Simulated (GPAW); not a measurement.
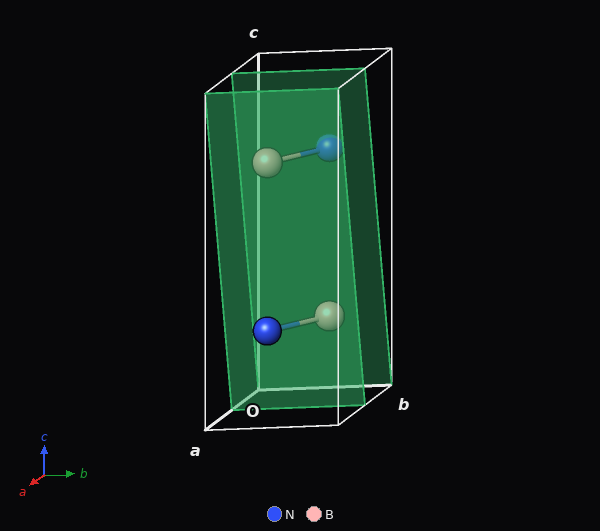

Every member of one family of equally spaced planes, hx + ky + lz = a whole number, that cuts the unit cell is shaded (one member passes through the origin O). Crystal: BN, an entry of the Crystallography Open Database, as set up for an electronic-structure calculation. Geometry calculated from the standardised cell; symmetry tolerance 0.002 Å.

a = 2.498 Å, b = 2.498 Å, c = 6.636 Å, α = 90.00°, β = 90.00°, γ = 120.00°.

Question: What are the Miller indices?

Answer: (2 0 −1), in four indices (2 0 −2 −1); the opposite sign names the same planes. The member next to the origin meets the axes a at 1/2, b never, c at −1.

Question: What is the spacing?

Answer: d = 1.068 Å.

Question: Which atoms of the cell lie in these planes (within 0.03 Å)?

Answer: No atom.

Question: The space group is No. 194, P6_3/mmc. How many reflections hkl are equivalent to this one (itself included), and does it occur?

Answer: 12 reflections are equivalent in the Laue class 6/mmm. The space group allows the reflection.
